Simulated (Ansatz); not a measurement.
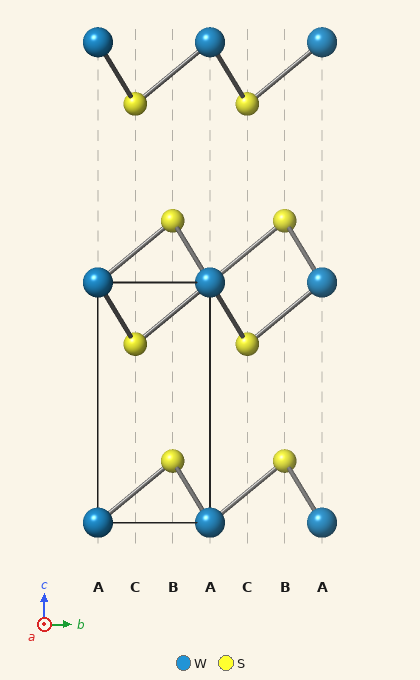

The picture looks along a close-packed row of the hexagonal mesh; c points upwards. The dashed lines mark the three columns A (0, 0), B (1/3, 2/3) and C (2/3, 1/3). The sequence starts with the first layer at or above the cell's origin.

System WS₂; source of the atomic positions: the input geometry of an electronic-structure calculation (not necessarily at equilibrium); the starting structure was generated, so it need not be a known form of this composition.

Q: List the layers of one repeat.

A: W(A) – S(B) – S(C) (three layers in 5.99 Å).

Q: How are the S layers alone stacked?

A: S layers alone: BC, the hexagonal close-packed type.

Q: Which positions between or in the S layers do the other atoms fill?

A: W: one octahedral site, counted in one hexagonal cell. One of the two gaps between S layers is empty, 2.92 Å wide.

Q: What short polytype symbol fits?

A: Polytype symbol 1T, the symbol of a layered MX2 polytype (number of slabs in the repeat and lattice).
